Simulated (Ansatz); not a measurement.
## Run report: GdO, single-point calculation (part 1 of 2)

System: GdO (F-43m, 2 atoms in the cell).
Method: DFT PBEsol+U, scalar-relativistic, plane waves, PAW, Ueff = 8 eV on Gd atom 1 f, spin-polarised (Ansatz 0.2.0).

The structure was built on a prototype by a generator; it need not be a known phase. It belongs to a series of runs on one base structure; here: random orbitals: harmonics, high filling. Figures and captions count atoms from 1; the log counts them from 0 in places.

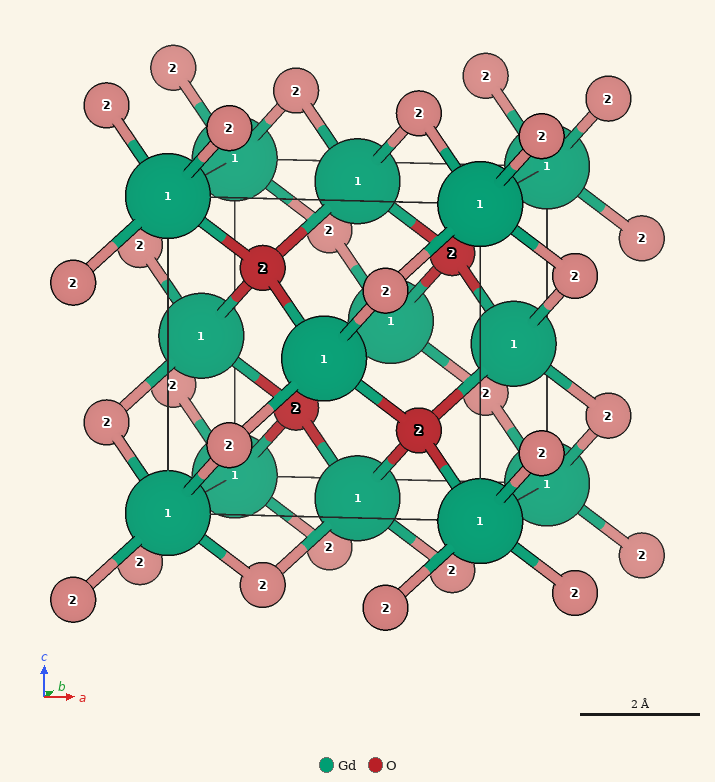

Fig. 1: The structure (ball-and-stick view of the cell 4 times as large as that of the calculation, set on its symmetry axes, seen slightly off an axis; neighbours outside the cell are drawn fainter; atoms are numbered from 1 in the order of the input).

## The input
```yaml
crystal:
  lattice:
    - [0.0, 2.7, 2.7]
    - [2.7, 0.0, 2.7]
    - [2.7, 2.7, 0.0]
  atoms:
    - { symbol: Gd, position: [0.0, 0.0, 0.0], spin: 7.0 }
    - { symbol: O, position: [0.25, 0.25, 0.25] }
basis:
  ecutwfc: 420
  ecutrho_ratio: 4
kpoints:
  mp_grid: { grid: [6, 6, 6] }
hamiltonian:
  xc: pbesol
  hubbard:
    sites:
      - { site: 0, l: f, u_eff: 8.0, starting_ns: [{ spin: up, occupation_matrix: s0up }, { spin: down, occupation_matrix: s0down }] }
    occupation_matrices:
      s0up:
        matrix:
          - [0.97, 0.0, 0.0, 0.0, 0.0, 0.0, 0.0]
          - [0.0, 0.97, 0.0, 0.0, 0.0, 0.0, 0.0]
          - [0.0, 0.0, 0.97, 0.0, 0.0, 0.0, 0.0]
          - [0.0, 0.0, 0.0, 0.97, 0.0, 0.0, 0.0]
          - [0.0, 0.0, 0.0, 0.0, 0.97, 0.0, 0.0]
          - [0.0, 0.0, 0.0, 0.0, 0.0, 0.97, 0.0]
          - [0.0, 0.0, 0.0, 0.0, 0.0, 0.0, 0.97]
      s0down:
        matrix:
          - [0.02, 0.0, 0.0, 0.0, 0.0, 0.0, 0.0]
          - [0.0, 0.02, 0.0, 0.0, 0.0, 0.0, 0.0]
          - [0.0, 0.0, 0.02, 0.0, 0.0, 0.0, 0.0]
          - [0.0, 0.0, 0.0, 0.02, 0.0, 0.0, 0.0]
          - [0.0, 0.0, 0.0, 0.0, 0.02, 0.0, 0.0]
          - [0.0, 0.0, 0.0, 0.0, 0.0, 0.02, 0.0]
          - [0.0, 0.0, 0.0, 0.0, 0.0, 0.0, 0.02]
    ns_hold: until_converged
scf:
  occupations: { method: gaussian, width: 0.05 }
  lower_state_search: "off"
  max_iter: 150
output:
  forces: true
  stress: true
  eigenvalues: true
  populations: true
  hubbard: { sites: [{ site: 0, l: f }] }
  write_density: true
  write_potential: true
  elf: true
  volumetric_format: npy
magnetization:
  spin_polarized: true
```

Launch command:
```bash
ansatz run input.yaml --threads 2 --pin off --max-ram 3072MiB --backend cpu --events-out ev --progress --plain --runs-dir out
```

## Output
```
Gd: projections on atomic orbitals take those of the free atom [Kr 4d10] 4f7 5s2 5p6 5d1 6s2, of charge +0.00 (hamiltonian.pseudopotentials.projection_atoms); the dataset's partial waves leave at most 2.5e-4 of an orbital's norm unspanned inside its sphere
O: projections on atomic orbitals take those of the free atom [He] 2s2 2p4, of charge +0.00 (hamiltonian.pseudopotentials.projection_atoms); the dataset's partial waves leave at most 1.9e-8 of an orbital's norm unspanned inside its sphere
Engine: ansatz 0.2.0, x86_64-unknown-linux-gnu
Pseudopotentials: kind: paw
Pseudopotential: Gd, paw, valence charge 18, recommended cutoff 420 eV (normal), Gd.paw.azcp
Pseudopotential: O, paw, valence charge 6, recommended cutoff 420 eV (normal), O.paw.azcp
Functional definition: PBEsol
  exchange = pbesol_x
  correlation = pbesol_c
Crystal: 2 atoms, lattice volume = 39.366 Å³
Basis set: ecut = 420 eV, 749 PW (Γ), exchange–correlation on 54×54×54 points (8 copies of the dense FFT grid, shifted against one another)
Bands: 20, of which v1, the nominal top of the filled ones, is band 12 counted from 1 (11 counted from 0)
Symmetry: 24 space group operations
Space group: F-43m (ITA 216), of the structure as read, at distance tolerance 3.4e-5 Å
Magnetic group: BNS 216.74 (UNI 1576), of the structure as read, at distance tolerance 3.4e-5 Å
k-points: 16 of 216 (time reversal used)
Non-local potential: Gd, projectors of the file, l = 0: 3, l = 1: 2, l = 2: 2, l = 3: 3
Non-local potential: O, projectors of the file, l = 0: 2, l = 1: 2, l = 2: 1
PAW form: soft (Blöchl's): semilocal exchange-correlation on the pseudo side does not see the compensation charge
PAW frozen core: Gd, regenerated for the run's functional, and the local potential with it (the file was generated under x = pbe(κ = 0.804, μ = 0.2195149727645171), c = pbe(β = 0.06672455060314922))
PAW frozen core: O, regenerated for the run's functional, and the local potential with it (the file was generated under x = pbe(κ = 0.804, μ = 0.2195149727645171), c = pbe(β = 0.06672455060314922))
PAW one-centre angular grid: Gd, 590 points (default); XC on 64 Gauss nodes
PAW one-centre angular grid: O, 110 points (default); XC on 64 Gauss nodes
Initial density: superposition of atomic densities (chi_scale 0.1, normalization cell, long waves kept (reshape's long-wave potential 0.00 eV rms))
Starting moments: Σ|m| = 7 μB on 1 of 2 sites
Initial wavefunctions: pseudopotential atomic-orbital guess
Functional: x = pbesol(κ = 0.804, μ = 0.12345679012345678), c = pbesol(β = 0.046)
SCF iter   1: F=—  HF=-9788.562790 eV  |F-HF|=—  |Δ(HF+E_count)|=         —  Δρ=2.63e-1 (↑2.38e-1 ↓2.63e-1)  dr2=2.22e0  dr2_m=2.20e1  M=7.861 μB ∫|m|=8.055 μB  β_m=1.00  ethr=3.10e-3  ⟨swp⟩=5.8  Hψ=2742  notcnv=0
preconditioner: auto → none  [insulator: Δε(μ)=0.101 eV  Ē_g=14.610 eV  σ=0.050 eV  W_gap=0.83  n_scr=14 (ndim 8)  ℏωp=27.8 eV  f_vac=0.000  D(μ)=0.73/eV (n_scr^D=0)  ε∞_Penn≈4.6]
SCF iter   2: F=—  HF=-9784.398119 eV  |F-HF|=—  |Δ(HF+E_count)|=    4.16e0  Δρ=2.97e-2 (↑1.95e-2 ↓2.97e-2)  dr2=3.69e-1  dr2_m=1.13e-1  M=7.886 μB ∫|m|=7.959 μB  β_m=1.00  ethr=3.10e-3  ⟨swp⟩=3.0  Hψ=1609  notcnv=0  defer=36
SCF iter   3: F=—  HF=-9787.790249 eV  |F-HF|=—  |Δ(HF+E_count)|=    3.39e0  Δρ=1.20e-2 (↑1.20e-2 ↓1.02e-2)  dr2=8.54e-2  dr2_m=2.43e-3  M=7.914 μB ∫|m|=7.949 μB  β_m=1.00  ethr=1.54e-3  ⟨swp⟩=2.0  Hψ=1258  notcnv=0  defer=36
SCF iter   4: F=—  HF=-9789.736955 eV  |F-HF|=—  |Δ(HF+E_count)|=    1.95e0  Δρ=3.80e-3 (↑3.80e-3 ↓2.56e-3)  dr2=4.20e-3  dr2_m=1.62e-3  M=7.917 μB ∫|m|=7.942 μB  β_m=0.30  ethr=3.56e-4  ⟨swp⟩=2.6  Hψ=1357  notcnv=0  defer=36
SCF iter   5: F=—  HF=-9790.609463 eV  |F-HF|=—  |Δ(HF+E_count)|=   8.73e-1  Δρ=2.45e-3 (↑2.25e-3 ↓2.45e-3)  dr2=4.89e-4  dr2_m=1.86e-3  M=7.916 μB ∫|m|=7.936 μB  β_m=0.30  ethr=1.75e-5  ⟨swp⟩=2.5  Hψ=1326  notcnv=0  defer=36
SCF iter   6: F=—  HF=-9791.020143 eV  |F-HF|=—  |Δ(HF+E_count)|=   4.11e-1  Δρ=2.65e-3 (↑2.65e-3 ↓2.40e-3)  dr2=1.43e-4  dr2_m=2.28e-3  M=7.916 μB ∫|m|=7.934 μB  β_m=0.30  ethr=2.04e-6  ⟨swp⟩=2.5  Hψ=1255  notcnv=0  defer=36
SCF iter   7: F=—  HF=-9791.221951 eV  |F-HF|=—  |Δ(HF+E_count)|=   2.02e-1  Δρ=2.34e-3 (↑2.34e-3 ↓2.32e-3)  dr2=1.35e-6  dr2_m=1.95e-3  M=7.916 μB ∫|m|=7.932 μB  β_m=0.30  ethr=5.96e-7  ⟨swp⟩=2.9  Hψ=1317  notcnv=0  defer=36
SCF iter   8: F=—  HF=-9791.322148 eV  |F-HF|=—  |Δ(HF+E_count)|=   1.00e-1  Δρ=2.08e-3 (↑1.95e-3 ↓2.08e-3)  dr2=7.12e-6  dr2_m=1.46e-3  M=7.916 μB ∫|m|=7.931 μB  β_m=0.30  ethr=5.61e-9  ⟨swp⟩=3.5  Hψ=1695  notcnv=0  defer=36
SCF iter   9: F=—  HF=-9791.371998 eV  |F-HF|=—  |Δ(HF+E_count)|=   4.99e-2  Δρ=1.85e-3 (↑1.85e-3 ↓1.66e-3)  dr2=1.50e-5  dr2_m=1.12e-3  M=7.916 μB ∫|m|=7.931 μB  β_m=0.30  ethr=5.61e-9  ⟨swp⟩=3.2  Hψ=1591  notcnv=0  defer=36
SCF iter  10: F=—  HF=-9791.396921 eV  |F-HF|=—  |Δ(HF+E_count)|=   2.49e-2  Δρ=1.41e-3 (↑1.41e-3 ↓1.41e-3)  dr2=1.05e-7  dr2_m=7.18e-4  M=7.916 μB ∫|m|=7.930 μB  β_m=0.30  ethr=5.61e-9  ⟨swp⟩=3.0  Hψ=1517  notcnv=0  defer=36
SCF iter  11: F=—  HF=-9791.409418 eV  |F-HF|=—  |Δ(HF+E_count)|=   1.25e-2  Δρ=1.19e-3 (↑1.19e-3 ↓1.12e-3)  dr2=1.97e-6  dr2_m=4.84e-4  M=7.917 μB ∫|m|=7.930 μB  β_m=0.30  ethr=4.38e-10  ⟨swp⟩=4.1  Hψ=1798  notcnv=0  defer=35
Mixer restart at iter 11: flushing history
spin-set hold released at iteration 11 (site moments contracting): the magnetisation degrees of freedom join the quasi-Newton model from the next iteration; the mixer history was flushed
SCF iter  12: F=—  HF=-9791.415676 eV  |F-HF|=—  |Δ(HF+E_count)|=   6.26e-3  Δρ=9.14e-4 (↑9.00e-4 ↓9.14e-4)  dr2=1.53e-7  dr2_m=2.97e-4  M=7.917 μB ∫|m|=7.930 μB  β_m=0.65  ethr=4.38e-10  ⟨swp⟩=3.6  Hψ=1555  notcnv=0  defer=33
SCF iter  13: F=—  HF=-9791.422033 eV  |F-HF|=—  |Δ(HF+E_count)|=   6.36e-3  Δρ=3.33e-4 (↑3.33e-4 ↓1.00e-4)  dr2=3.20e-5  dr2_m=1.43e-5  M=7.917 μB ∫|m|=7.929 μB  β_m=0.62  ethr=4.38e-10  ⟨swp⟩=4.2  Hψ=1943  notcnv=0  defer=33
SCF iter  14: F=—  HF=-9791.422025 eV  |F-HF|=—  |Δ(HF+E_count)|=   8.14e-6  Δρ=1.66e-4 (↑1.34e-4 ↓1.66e-4)  dr2=2.58e-5  dr2_m=2.21e-6  M=7.917 μB ∫|m|=7.929 μB  β_m=0.56  ethr=4.38e-10  ⟨swp⟩=4.2  Hψ=1587  notcnv=0  defer=33
SCF iter  15: F=—  HF=-9791.422022 eV  |F-HF|=—  |Δ(HF+E_count)|=   3.63e-6  Δρ=7.27e-5 (↑6.43e-5 ↓7.27e-5)  dr2=4.44e-6  dr2_m=5.33e-7  M=7.917 μB ∫|m|=7.929 μB  β_m=0.51  ethr=4.38e-10  ⟨swp⟩=4.0  Hψ=1350  notcnv=0  defer=33
SCF iter  16: F=—  HF=-9791.422021 eV  |F-HF|=—  |Δ(HF+E_count)|=   8.99e-7  Δρ=2.60e-5 (↑2.60e-5 ↓2.20e-5)  dr2=5.56e-8  dr2_m=1.94e-7  M=7.917 μB ∫|m|=7.929 μB  β_m=0.63  ethr=4.38e-10  ⟨swp⟩=3.3  Hψ=1186  notcnv=0  defer=33
SCF iter  17: F=—  HF=-9791.422021 eV  |F-HF|=—  |Δ(HF+E_count)|=   1.05e-7  Δρ=7.29e-6 (↑7.29e-6 ↓6.15e-6)  dr2=4.04e-9  dr2_m=1.53e-8  M=7.917 μB ∫|m|=7.929 μB  β_m=0.63  ethr=2.32e-10  ⟨swp⟩=2.0  Hψ=992  notcnv=0  defer=33
Mixer restart at iter 17: flushing history
SCF iter  18: F=—  HF=-9791.422036 eV  |F-HF|=—  |Δ(HF+E_count)|=         —  Δρ=2.60e-5 (↑2.60e-5 ↓2.02e-5)  dr2=6.45e-7  dr2_m=2.19e-8  M=7.917 μB ∫|m|=7.929 μB  β_m=0.63  ethr=1.68e-11  ⟨swp⟩=4.0  Hψ=1311  notcnv=0  defer=33
SCF iter  19: F=—  HF=-9791.450044 eV  |F-HF|=—  |Δ(HF+E_count)|=   2.80e-2  Δρ=6.79e-5 (↑3.75e-5 ↓6.79e-5)  dr2=3.70e-6  dr2_m=2.38e-7  M=7.917 μB ∫|m|=7.930 μB  β_m=0.36  ethr=1.68e-11  ⟨swp⟩=4.8  Hψ=1668  notcnv=0  defer=33
SCF iter  20: F=—  HF=-9791.452414 eV  |F-HF|=—  |Δ(HF+E_count)|=   2.37e-3  Δρ=8.64e-5 (↑8.64e-5 ↓6.23e-5)  dr2=7.56e-6  dr2_m=1.70e-7  M=7.917 μB ∫|m|=7.930 μB  β_m=0.52  ethr=1.68e-11  ⟨swp⟩=4.9  Hψ=1673  notcnv=0  defer=33
SCF iter  21: F=—  HF=-9791.454399 eV  |F-HF|=—  |Δ(HF+E_count)|=   1.99e-3  Δρ=2.12e-5 (↑2.12e-5 ↓1.57e-5)  dr2=4.97e-8  dr2_m=1.10e-7  M=7.917 μB ∫|m|=7.930 μB  β_m=0.76  ethr=1.68e-11  ⟨swp⟩=9.3  Hψ=5035  notcnv=0
SCF iter  22: F=—  HF=-9791.454435 eV  |F-HF|=—  |Δ(HF+E_count)|=   3.58e-5  Δρ=5.72e-6 (↑5.27e-6 ↓5.72e-6)  dr2=2.57e-9  dr2_m=9.98e-9  M=7.917 μB ∫|m|=7.930 μB  β_m=0.86  ethr=1.68e-11  ⟨swp⟩=9.1  Hψ=3755  notcnv=0
SCF iter  23: F=-9791.454435 eV  HF=-9791.454435 eV  |F-HF|=6.82e-9  |Δ(HF+E_count)|=   1.68e-7  Δρ=2.69e-6 (↑2.69e-6 ↓1.74e-6)  dr2=3.43e-9  dr2_m=9.65e-10  M=7.917 μB ∫|m|=7.930 μB  ethr=1.07e-11  ⟨swp⟩=8.3  Hψ=3590  notcnv=0
SCF 1 converged in 23 iterations: F = -9791.454435 eV  dr2 = 3.43e-9
  greatest PAW one-centre occupation: 0.999 electrons in one spin orbital (limit 2), on the Gd atom at site 0 (counted from 0), in its partial waves of l = 0
```
